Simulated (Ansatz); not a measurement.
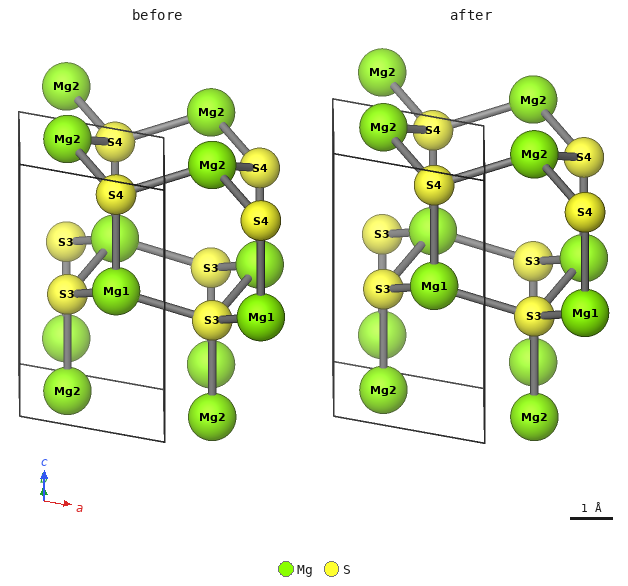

Left: a symmetric starting cell of MgS. Right: the same structure after one change, at the same scale. Style: ball-and-stick. Shown: the cell of the calculation, repeated 2 × 2 × 1 with one cell outlined, from a free direction.

Level of theory: DFT LDA, scalar-relativistic, plane waves, PAW (Ansatz 0.2.0). (plane-wave cutoff 420 eV; k-point mesh 6 × 6 × 4; occupations gaussian; smearing width 0.02 eV; no spin polarisation)

What was changed?

All lengths are scaled by +4.2 % (volume +13.2 %), the atoms keeping their fractional coordinates. No relaxation follows. The starting cell wasn't computed here and needn't be at equilibrium, so pressure and forces aren't due to the change alone.

How do the computed properties respond?

Near-neighbour distances before and after: Mg–S 2.467 → 2.571 Å, Mg–S 2.447 → 2.551 Å. The space group stays P6_3mc (No. 186). The pressure is −7.1 GPa (not all of it need come from the change, since the unchanged cell can be under pressure at this level too). The principal stresses (compression positive) are −7.0 GPa along c and −7.2 GPa across it. The largest forces, 0.061 eV/Å, act on Mg1, Mg2, S3 and S4; on Mg2 it points along +c.
